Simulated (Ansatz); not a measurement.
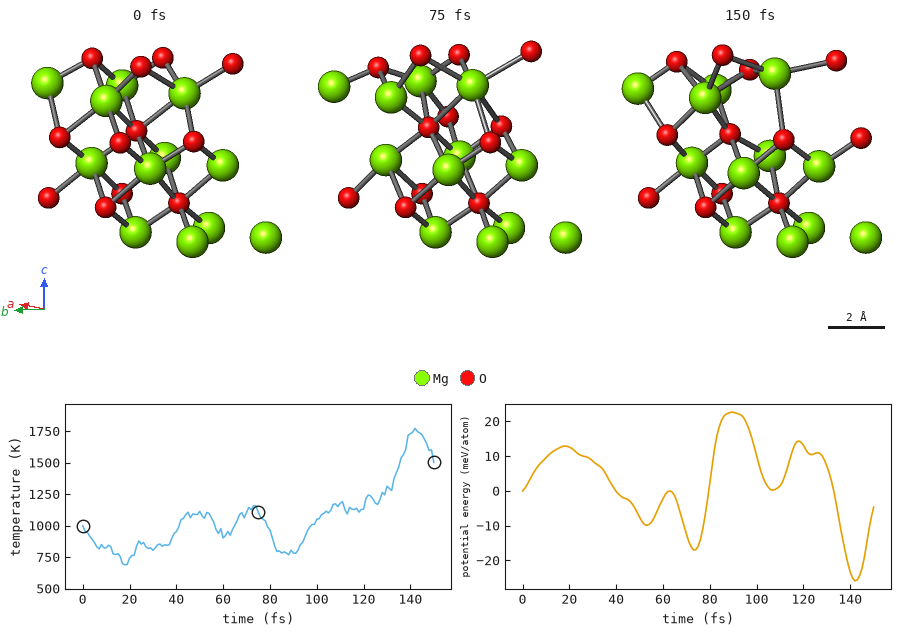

A Born-Oppenheimer molecular dynamics run of a slab of MgO(111) (24 atoms in the cell), 150 fs long. It starts from the last geometry of an earlier run, with fresh velocities. Frames and the history of the run. A ball-and-stick model of the simulation cell, with the vacuum cut short, seen from a free direction. Atoms that leave the cell re-enter on the other side. Bonds to atoms that aren't drawn are left out.

All numbers below come from DFT PBE, scalar-relativistic, plane waves, PAW in Ansatz. Settings: plane-wave cutoff 420 eV; k-point mesh 2 × 2 × 1; Fermi-Dirac smearing 0.002 eV; 8 atoms held fixed; Langevin thermostat (NVT); set temperature 1000 K; time step 1 fs; friction 0.005 per fs.

Q: What happens in this trajectory?

A: The mean temperature in the second half is 1185 K (standard deviation 285 K). The temperature is still climbing (1032 K in the second quarter, 1404 K in the last), so the run isn't equilibrated. The potential energy in the second half lies on average 3.6 meV per atom above the first frame. Root-mean-square distances from the starting positions over the second half, with the common drift of all atoms taken out: O 0.56 Å, Mg 0.53 Å. Against the typical shortest distance between atoms in the first frame, about 1.9 Å these are large excursions, but over 150 fs one can't yet tell strong vibration from the start of diffusion. Bond changes: one O–O bond forms at about 38 fs. The smearing is very narrow for so coarse a k-point mesh, which makes the forces of a metal noisy.

Limits of the set-up: the k-point mesh is coarse for a cell with partly filled bands.

PAW datasets: the set soft_1.
